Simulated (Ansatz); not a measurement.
# Run report: NiGe, single-point calculation

NiGe (4 atoms in the cell), computed with DFT PBEsol, scalar-relativistic, plane waves, PAW, spin-polarised (Ansatz 0.2.0).

The structure was built on a prototype by a generator; it need not be a known phase. It belongs to a series of runs on one base structure; here: antiferromagnetic, doubled cell, propagation vector (0, 0, 1/2). Figures and captions count atoms from 1; the log counts them from 0 in places.

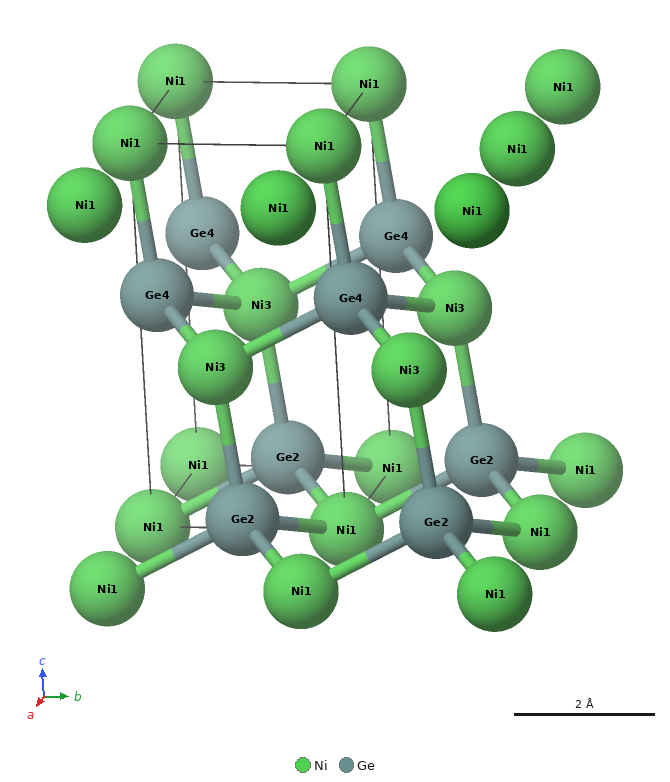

The structure (ball-and-stick view of the reduced cell, repeated 2 × 2 × 1, seen slightly off an axis; atoms are numbered from 1 in the order of the input). An atom can appear more than once, as a periodic image. Near neighbours in the periodic cell (some may lie outside the picture): Ni has 4 Ge at 2.27 Å; Ge has 4 Ni at 2.27 Å.

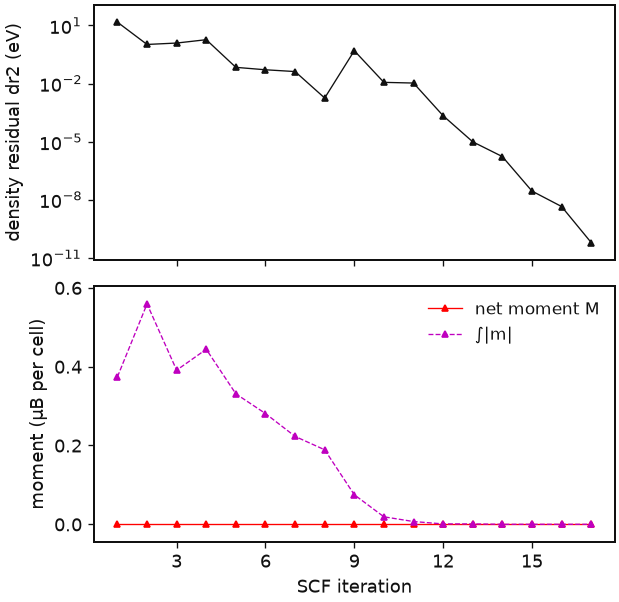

Convergence of the self-consistent field: density residual dr2 and magnetic moment against the SCF iteration. The residual comes down, with one marked jump up, by a factor of about 300, at step 9. The net moment stays at 0.0 μB per cell, and ∫|m| falls to zero.

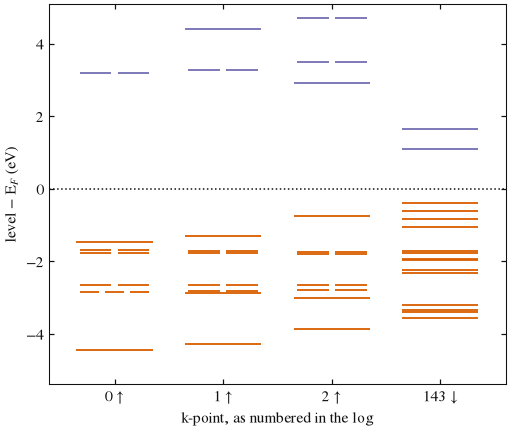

Kohn–Sham levels near the Fermi level (dotted) at the few k-points that the log prints; levels within 0.02 eV of each other stand side by side. The system is metallic on the full mesh.

The input that produced these results follows, with the program's output.

Input file
```yaml
crystal:
  lattice:
    - [0.0, 2.6210653999, 2.6210653999]
    - [2.6210653999, 0.0, 2.6210653999]
    - [5.2421307999, 5.2421307999, 0.0]
  atoms:
    - { symbol: Ni, position: [1.0, 0.0, 0.0], spin: 1.0 }
    - { symbol: Ge, position: [0.25, 0.25, 0.125] }
    - { symbol: Ni, position: [1.0, 0.0, 0.5], spin: -1.0 }
    - { symbol: Ge, position: [0.25, 0.25, 0.625] }
basis:
  ecutwfc: 420
kpoints:
  mp_grid: { grid: [14, 14, 7] }
hamiltonian:
  xc: pbesol
scf:
  occupations: { method: gaussian, width: 0.1 }
  lower_state_search: "off"
output:
  forces: true
  stress: true
  eigenvalues: true
  populations: true
magnetization:
  spin_polarized: true
```

Command:
```bash
ansatz run input.yaml --threads 1 --pin off --max-ram 2560MiB --backend cpu --events-out ev --progress --plain --runs-dir out
```

The program's output
```
Engine: ansatz 0.2.0, x86_64-unknown-linux-gnu
Pseudopotentials: kind: paw
Pseudopotential: Ni, paw, valence charge 18, recommended cutoff 420 eV (normal), Ni.paw.azcp
Pseudopotential: Ge, paw, valence charge 14, recommended cutoff 420 eV (normal), Ge.paw.azcp
Functional definition: PBEsol
  exchange = pbesol_x
  correlation = pbesol_c
Crystal: 4 atoms, lattice volume = 72.027 Å³
Basis set: ecut = 420 eV, 1425 PW (Γ), exchange–correlation on 50×50×100 points (8 copies of the dense FFT grid, shifted against one another)
Bands: 40, of which v1, the nominal top of the filled ones, is band 32 counted from 1 (31 counted from 0)
Symmetry: 6 space group operations
Space group: R3m (ITA 160), of the structure as read, at distance tolerance 4.2e-5 Å
Magnetic group: BNS 160.68 (UNI 1298), of the structure as read, at distance tolerance 4.2e-5 Å
k-points: 144 of 1372 (time reversal used)
Non-local potential: Ni, projectors of the file, l = 0: 3, l = 1: 2, l = 2: 3, l = 3: 1
Non-local potential: Ge, projectors of the file, l = 0: 2, l = 1: 2, l = 2: 3, l = 3: 1
PAW form: soft (Blöchl's): semilocal exchange-correlation on the pseudo side does not see the compensation charge
PAW frozen core: Ni, regenerated for the run's functional, and the local potential with it (the file was generated under x = pbe(κ = 0.804, μ = 0.2195149727645171), c = pbe(β = 0.06672455060314922))
PAW frozen core: Ge, regenerated for the run's functional, and the local potential with it (the file was generated under x = pbe(κ = 0.804, μ = 0.2195149727645171), c = pbe(β = 0.06672455060314922))
PAW one-centre angular grid: Ni, 590 points (default); XC on 64 Gauss nodes
PAW one-centre angular grid: Ge, 590 points (default); XC on 64 Gauss nodes
Initial density: superposition of atomic densities (chi_scale 0.1, normalization cell)
Starting moments: Σ|m| = 2 μB on 2 of 4 sites
Starting magnetic order: antiferromagnet; a translation exchanges its spin sublattices: spin-degenerate at every k-point
Initial wavefunctions: pseudopotential atomic-orbital guess
Functional: x = pbesol(κ = 0.804, μ = 0.12345679012345678), c = pbesol(β = 0.046)
SCF iter   1: F=—  HF=-20117.332215 eV  |F-HF|=—  |Δ(HF+E_count)|=         —  Δρ=9.79e-2 (↑9.79e-2 ↓9.79e-2)  dr2=1.47e1  dr2_m=2.49e0  M=0.000 μB ∫|m|=0.374 μB  β_m=0.30  ethr=3.10e-3  ⟨swp⟩=5.6  Hψ=20526  notcnv=0  defer=10
preconditioner: auto → Kerker (q_TF=auto, 2.675 Å⁻¹)  [metal: Δε(μ)=0.039 eV  Ē_g=16.751 eV  σ=0.100 eV  W_gap=0.22  n_scr=28 (ndim 8)  ℏωp=30.3 eV  f_vac=0.000  D(μ)=1.86/eV (n_scr^D=16)]
spin=Collinear: Kerker preconditioning applied to the charge; magnetization (m = ρ↑ − ρ↓) channel mixes plain (no charge-response kernel on spin).
SCF iter   2: F=—  HF=-20116.078767 eV  |F-HF|=—  |Δ(HF+E_count)|=    1.25e0  Δρ=4.67e-2 (↑4.67e-2 ↓4.67e-2)  dr2=1.04e0  dr2_m=8.70e-1  M=0.000 μB ∫|m|=0.559 μB  β_m=0.30  ethr=3.10e-3  ⟨swp⟩=3.0  Hψ=12660  notcnv=0  defer=427
SCF iter   3: F=—  HF=-20115.868923 eV  |F-HF|=—  |Δ(HF+E_count)|=   2.10e-1  Δρ=3.66e-2 (↑3.66e-2 ↓3.66e-2)  dr2=1.23e0  dr2_m=6.90e-1  M=0.000 μB ∫|m|=0.391 μB  β_m=0.30  ethr=1.63e-3  ⟨swp⟩=2.1  Hψ=9251  notcnv=0  defer=405
SCF iter   4: F=—  HF=-20115.732846 eV  |F-HF|=—  |Δ(HF+E_count)|=   1.36e-1  Δρ=3.55e-2 (↑3.55e-2 ↓3.55e-2)  dr2=1.83e0  dr2_m=2.84e-1  M=0.000 μB ∫|m|=0.444 μB  β_m=0.30  ethr=1.63e-3  ⟨swp⟩=3.0  Hψ=8741  notcnv=0  defer=405
SCF iter   5: F=—  HF=-20115.644517 eV  |F-HF|=—  |Δ(HF+E_count)|=   8.83e-2  Δρ=1.99e-2 (↑1.99e-2 ↓1.99e-2)  dr2=6.85e-2  dr2_m=2.42e-1  M=0.000 μB ∫|m|=0.331 μB  β_m=0.30  ethr=1.63e-3  ⟨swp⟩=2.0  Hψ=7646  notcnv=0  defer=397
SCF iter   6: F=—  HF=-20115.661746 eV  |F-HF|=—  |Δ(HF+E_count)|=   1.72e-2  Δρ=1.60e-2 (↑1.60e-2 ↓1.60e-2)  dr2=5.13e-2  dr2_m=1.58e-1  M=0.000 μB ∫|m|=0.281 μB  β_m=0.30  ethr=1.07e-4  ⟨swp⟩=2.4  Hψ=8961  notcnv=0  defer=397
SCF iter   7: F=—  HF=-20115.662227 eV  |F-HF|=—  |Δ(HF+E_count)|=   4.81e-4  Δρ=1.40e-2 (↑1.40e-2 ↓1.40e-2)  dr2=4.15e-2  dr2_m=1.15e-1  M=0.000 μB ∫|m|=0.223 μB  β_m=0.30  ethr=8.01e-5  ⟨swp⟩=2.0  Hψ=7831  notcnv=0  defer=397
Mixer restart at iter 7: flushing history
spin-set hold released at iteration 7 (site moments contracting): the magnetisation degrees of freedom join the quasi-Newton model from the next iteration; the mixer history was flushed
SCF iter   8: F=—  HF=-20115.674517 eV  |F-HF|=—  |Δ(HF+E_count)|=   1.23e-2  Δρ=1.07e-2 (↑1.07e-2 ↓1.07e-2)  dr2=1.79e-3  dr2_m=7.46e-2  M=0.000 μB ∫|m|=0.189 μB  β_m=0.65  ethr=6.48e-5  ⟨swp⟩=2.0  Hψ=7484  notcnv=0  defer=399
SCF iter   9: F=—  HF=-20115.745176 eV  |F-HF|=—  |Δ(HF+E_count)|=   7.07e-2  Δρ=1.66e-2 (↑1.66e-2 ↓1.66e-2)  dr2=4.94e-1  dr2_m=1.24e-2  M=0.000 μB ∫|m|=0.075 μB  β_m=0.65  ethr=2.79e-6  ⟨swp⟩=3.0  Hψ=12335  notcnv=0  defer=399
SCF iter  10: F=—  HF=-20115.690970 eV  |F-HF|=—  |Δ(HF+E_count)|=   5.42e-2  Δρ=2.65e-3 (↑2.65e-3 ↓2.65e-3)  dr2=1.15e-2  dr2_m=2.46e-4  M=0.000 μB ∫|m|=0.019 μB  β_m=0.82  ethr=2.79e-6  ⟨swp⟩=3.0  Hψ=13447  notcnv=0  defer=404
SCF iter  11: F=—  HF=-20115.692124 eV  |F-HF|=—  |Δ(HF+E_count)|=   1.15e-3  Δρ=2.34e-3 (↑2.34e-3 ↓2.34e-3)  dr2=1.06e-2  dr2_m=3.10e-5  M=0.000 μB ∫|m|=0.007 μB  β_m=0.91  ethr=2.79e-6  ⟨swp⟩=2.0  Hψ=8748  notcnv=0  defer=404
SCF iter  12: F=—  HF=-20115.691160 eV  |F-HF|=—  |Δ(HF+E_count)|=   9.64e-4  Δρ=3.57e-4 (↑3.57e-4 ↓3.57e-4)  dr2=2.18e-4  dr2_m=2.71e-7  M=0.000 μB ∫|m|=0.001 μB  β_m=0.72  ethr=2.79e-6  ⟨swp⟩=2.0  Hψ=8801  notcnv=0  defer=404
SCF iter  13: F=—  HF=-20115.691072 eV  |F-HF|=—  |Δ(HF+E_count)|=   8.82e-5  Δρ=7.34e-5 (↑7.34e-5 ↓7.34e-5)  dr2=9.83e-6  dr2_m=1.33e-7  M=0.000 μB ∫|m|=0.001 μB  β_m=0.86  ethr=3.40e-7  ⟨swp⟩=2.0  Hψ=8801  notcnv=0  defer=404
SCF iter  14: F=—  HF=-20115.691077 eV  |F-HF|=—  |Δ(HF+E_count)|=   5.72e-6  Δρ=2.78e-5 (↑2.78e-5 ↓2.78e-5)  dr2=1.70e-6  dr2_m=4.63e-8  M=0.000 μB ∫|m|=0.000 μB  β_m=0.93  ethr=1.54e-8  ⟨swp⟩=1.0  Hψ=5356  notcnv=0  defer=404
iter 15 did not close the SCF: its close was put off for a magnetic moment that had not settled (scf_convergence_deferred on its scf_iter line)
SCF iter  15: F=-20115.691077 eV  HF=-20115.691077 eV  |F-HF|=8.88e-10  |Δ(HF+E_count)|=   3.56e-8  Δρ=2.79e-6 (↑2.79e-6 ↓2.79e-6)  dr2=2.82e-8  dr2_m=8.95e-11  M=0.000 μB ∫|m|=0.000 μB  β_m=0.97  ethr=1.56e-10  ⟨swp⟩=9.0  Hψ=24263  notcnv=0
iter 16 did not close the SCF: its close was put off for a magnetic moment that had not settled (scf_convergence_deferred on its scf_iter line)
SCF iter  16: F=-20115.691077 eV  HF=-20115.691077 eV  |F-HF|=3.02e-9  |Δ(HF+E_count)|=   3.11e-9  Δρ=1.60e-6 (↑1.60e-6 ↓1.60e-6)  dr2=4.50e-9  dr2_m=5.03e-10  M=0.000 μB ∫|m|=0.000 μB  β_m=0.98  ethr=4.41e-11  ⟨swp⟩=2.0  Hψ=16230  notcnv=0
SCF iter  17: F=-20115.691077 eV  HF=-20115.691077 eV  |F-HF|=7.28e-12  |Δ(HF+E_count)|=  1.89e-10  Δρ=1.68e-7 (↑1.68e-7 ↓1.68e-7)  dr2=6.23e-11  dr2_m=5.78e-12  M=0.000 μB ∫|m|=0.000 μB  ethr=7.04e-12  ⟨swp⟩=1.4  Hψ=13384  notcnv=0
WARN: the starting moments were not kept: the SCF closed with an absolute magnetisation of 4.2e-6 μB, where they sum to 2 μB in size (2 sites). That is at most 0.1 of that sum. Measured as dr2_m measures the in/out step, that magnetisation stands 4.1e-12 eV from none, at or under the dr2_threshold of 1.0e-7 eV: it is no larger than a step whose dr2_m would equal this threshold. The system may hold no moment; this SCF shows only that its start led to no more than that. To try another start: raise the starting moments (crystal.atoms[].spin, magnetization.per_species, magnetization.initial_magnetization, or on a non-collinear deck that types none of these the spinor_matrix: blocks that start its atoms; where the total moment is fixed, keep their sum and leave initial_magnetization as it is; typed ones take the place of any that the run laid by itself, positive ones on a crystal's lanthanoids without a Hubbard term where scf.initial_density.shell_occupations: [] is typed) or, if the notice of its spin-set hold's release reads "site moments contracting" or "site moments show no strong build", lengthen the hold (scf.mixing.spin_hold: { on: { confirm: 4 } }; for m-r²SCAN on two components see the key's manual first). Each may lead to a state that holds a moment. A second SCF, from the converged charge density, with the starting moments and any scf.initial_density.shell_occupations laid on it anew, would have followed, and was not run: the deck does not ask for one (magnetization.retry_lost_moments is false, the default). To let it run, set magnetization.retry_lost_moments: true and run the deck again, where that key's refused combinations let it; where memory then withholds it, that run's warning says so.
SCF 1 converged in 17 iterations: F = -20115.691077 eV  dr2 = 6.23e-11
  greatest PAW one-centre occupation: 1.001 electrons in one spin orbital (limit 2), on the Ni atom at site 2 (counted from 0), in its partial waves of l = 1
SCF converged after 17 iterations
Magnetization: 0.0000 μB (32.0000 up, 32.0000 down)
Absolute magnetization: 0.0000 μB (∫|ρ↑−ρ↓|, with the PAW one-centre terms)
Spin contamination: 0.0000 ħ² per cell (⟨S²⟩ above its minimum at these occupations)
Per-site moments (μB) at R_I (Å): [(-6.621649312104676e-7, 0.9363375537856848), (2.562536844867877e-7, 0.9363375537856848), (6.621649312104676e-7, 0.9363375537856848), (-2.562536844867879e-7, 0.9363375537856848)]
Free energy (F): -20115.691077 eV
Harris-Foulkes:  -20115.691077 eV  (|F-HF|=7.28e-12)
Internal energy: -20115.680965 eV  (E = F + TS)
E sigma→0 (E₀):  -20115.686021 eV
Entropy (-TS):   -0.010112 eV (-2.528 meV/atom)
Fermi energy:    9.999483 eV
--- Per-component energies (eV) ---
  E_band       = -1104.317181
  E_kinetic    = 792.698430
  E_local      = -13812.831543  (includes V_loc(G=0)·N_el)
  E_nonlocal   = 2119.066266
  E_hartree    = 5913.080263
  E_xc         = -317.334290
  E_vxc        = -345.932601  (∫ρ·V_xc dr)
  E_paw        = -7153.380353  (= ΣΔE_a)
  E_vpaw       = -1683.479158  (= ΣTr[D̂ρ^β])
  E_aug_tail   = 0.001443  (compensation charges beyond the density's cutoff)
  E_ewald      = -7659.211631
  E_core_change = 2.230450  (= ΣΔE_core)
  E_smearing   = -0.010112  (= −TS)
  E_closure    = 0.000000  (closes the sum)
  Σ components = -20115.691077   (vs F -20115.691077, Δ=0.00e0)
--- Forces (eV/Å), atoms counted from 1 ---
  atom   1  Ni    -0.00000008    -0.00000008     0.00000008
  atom   2  Ge     0.00000002     0.00000002    -0.00000002
  atom   3  Ni    -0.00000008    -0.00000008     0.00000008
  atom   4  Ge     0.00000002     0.00000002    -0.00000002
  max |Σ_I F_I| component: 1.21e-7 eV/Å
--- Stress (GPa, compression-positive) ---
        0.000255       0.000000      -0.000000
        0.000000       0.000255      -0.000000
       -0.000000      -0.000000       0.000255
  P = ⅓ Tr σ = 0.0003 GPa (0.003 kbar)
--- Band table (eV; the first three rows and the last of 288) ---
  k-point 0 ↑: bands = ["-92.8801", "-92.8800", "-53.4465", "-53.4453", "-53.4453", "-53.4451", "-53.4451", "-53.4451", "-14.1840", "-14.1831", "-14.1831", "-14.1831", "-14.1780", "-14.1780", "-14.1526", "-14.1526", "-14.1499", "-14.1499", "-0.7566", "1.3851", "5.5494", "7.1660", "7.1660", "7.1660", "7.3543", "7.3543", "8.2322", "8.2322", "8.3118", "8.3118", "8.5400", "13.1881", "13.1881", "15.2968", "15.2968", "15.2968", "16.7143", "17.1001", "17.9742", "17.9742"]
  k-point 1 ↑: bands = ["-92.8801", "-92.8800", "-53.4464", "-53.4453", "-53.4453", "-53.4451", "-53.4451", "-53.4451", "-14.1840", "-14.1831", "-14.1828", "-14.1828", "-14.1782", "-14.1782", "-14.1525", "-14.1525", "-14.1501", "-14.1501", "-0.6853", "1.2072", "5.7304", "7.1246", "7.1807", "7.1807", "7.3522", "7.3522", "8.2268", "8.2268", "8.2956", "8.2956", "8.7103", "13.2640", "13.2640", "14.4002", "15.1107", "15.1107", "16.7428", "17.3247", "18.2006", "18.2006"]
  k-point 2 ↑: bands = ["-92.8801", "-92.8800", "-53.4462", "-53.4453", "-53.4452", "-53.4452", "-53.4451", "-53.4451", "-14.1838", "-14.1832", "-14.1820", "-14.1820", "-14.1788", "-14.1788", "-14.1522", "-14.1522", "-14.1506", "-14.1506", "-0.4749", "0.7861", "6.1243", "7.0021", "7.2198", "7.2198", "7.3417", "7.3417", "8.2155", "8.2155", "8.2583", "8.2583", "9.2509", "12.9112", "13.4821", "13.4821", "14.6964", "14.6964", "16.8251", "17.2660", "18.6742", "18.6742"]
  k-point 143 ↓: bands = ["-92.8799", "-92.8799", "-53.4462", "-53.4461", "-53.4459", "-53.4459", "-53.4455", "-53.4454", "-14.1829", "-14.1817", "-14.1810", "-14.1791", "-14.1735", "-14.1725", "-14.1534", "-14.1530", "-14.1482", "-14.1477", "1.9268", "1.9803", "6.4507", "6.5951", "6.6725", "6.8104", "7.6757", "7.7728", "8.0459", "8.0676", "8.2345", "8.2935", "8.9543", "9.1565", "9.3929", "9.6088", "11.0966", "11.6554", "16.6810", "17.6908", "19.2928", "20.5236"]
--- Löwdin populations: 4 sites ---
  site symbol       q [e]    m [muB]
     0     Ni     17.5876    -0.0000
     1     Ge     14.2572     0.0000
     2     Ni     17.5876     0.0000
     3     Ge     14.2572    -0.0000
  spilling = 0.004849 (of n_electrons = 64.000000)
```

File populations.tsv
```
# site	symbol	l	j	q_up	q_dn
# orbitals = lowdin
# n_electrons = 64.000000
# spilling = 0.004849
0	Ni	0_3S	-	0.993704	0.993704
0	Ni	0_4S	-	0.334626	0.334626
0	Ni	1_3P	-	2.993879	2.993879
0	Ni	2_3D	-	4.471582	4.471583
1	Ge	0_4S	-	0.818313	0.818313
1	Ge	1_4P	-	1.311265	1.311264
1	Ge	2_3D	-	4.999043	4.999043
2	Ni	0_3S	-	0.993704	0.993704
2	Ni	0_4S	-	0.334626	0.334626
2	Ni	1_3P	-	2.993879	2.993879
2	Ni	2_3D	-	4.471583	4.471582
3	Ge	0_4S	-	0.818313	0.818313
3	Ge	1_4P	-	1.311264	1.311265
3	Ge	2_3D	-	4.999043	4.999043
```

Key numbers

```csv
quantity,value
outcome,converged
space group (tolerance 0.01 Å),F-43m (216)
electrons treated,64
free energy,−20115.6911 eV
Fermi energy,9.999 eV
gap on the k-point mesh,none (metallic)
net moment of the cell,0.00 μB
integrated absolute moment,0.00 μB
pressure,0.00 GPa
largest force (length of the vector),under 0.001 eV/Å
hardware,"1 thread of Intel Xeon (Granite Rapids), 16 GiB of memory available, shared host"
wall time,42 s
peak memory,0.71 GiB
```

Warnings of the run: some starting moments were not kept.
